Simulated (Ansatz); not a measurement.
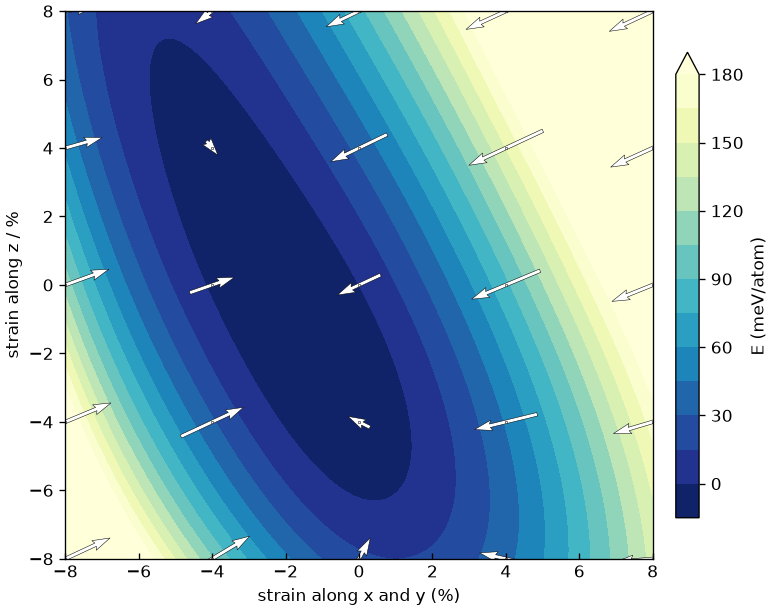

Energy landscape of GaCo (Pm-3m, No. 221; 2 atoms in the cell). 
- The cell is strained homogeneously, by one strain along x and y and another along z, with fractional coordinates fixed (x, y and z along the cube axes).
- First axis: strain along x and y. Second axis: strain along z.
- The scan uses a 5 × 5 grid.
- Energies: meV/atom, counted from the unstrained cell.
- The runs have no spin polarisation; a magnetic state may lie lower. The reference cell is the one listed in the database, not relaxed at this level.
- Computed with DFT PBEsol, scalar-relativistic, plane waves, PAW (Ansatz). Settings: cutoff 420 eV, k-mesh 16×16×16, gaussian smearing 0.15 eV, no spin polarisation.

The picture shows filled contours, dots at the grid points, arrows along the force (downhill), their lengths compressed, one colour for all values above the top of the scale. Between grid points the surface is interpolated. 

**Where are the wells?**

The lowest grid point is at strain along x and y = 0 %, strain along z = −4 %, −10 meV/atom from the unstrained cell. The highest grid point, strain along x and y = 8 %, strain along z = 8 %, lies 420 meV/atom above the lowest.
